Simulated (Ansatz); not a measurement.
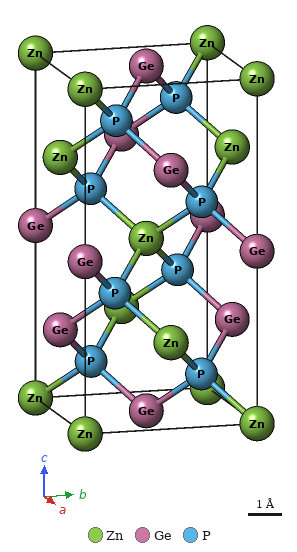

This is a crystal of ZnGeP$_{2}$ (built on the database structure type) at its r2SCAN-relaxed geometry. A ball-and-stick model of the conventional cell (2 times the calculation's cell), seen slightly off an axis. Lengths and directions refer to the drawn axes.

Theory: Ansatz 0.2.0, DFT, r2SCAN, plane waves, PAW. Set-up: plane-wave cutoff 500 eV; k-point mesh 6 × 6 × 6; occupations fixed; no spin polarisation.

Change: The cell is strained by −1.8 % along c and +2.0 % across it (volume +2.2 %). The atoms and the free axis were relaxed with r2SCAN under that strain, and this is a single point on that geometry.

Predict the response.

Answer. The energy rises by 6.6 meV per atom. Pressure: 0.0 GPa before, −1.7 GPa after. The principal stresses (compression positive) are 0.0 GPa along c and −2.6 GPa across it. The forces stay under 0.01 eV/Å. The band gap goes from 1.43 to 1.34 eV. Near-neighbour distances before and after: P–Zn 2.360 → 2.384 Å, Ge–P 2.334 → 2.346 Å. The space group stays I-42d (No. 122).

Drawn alike, the variant:

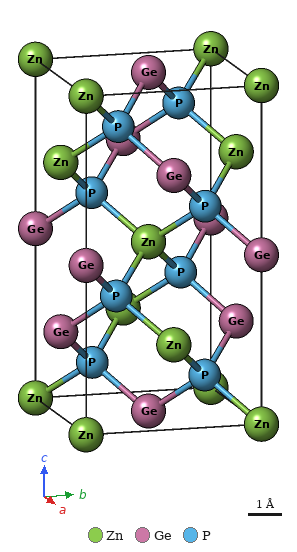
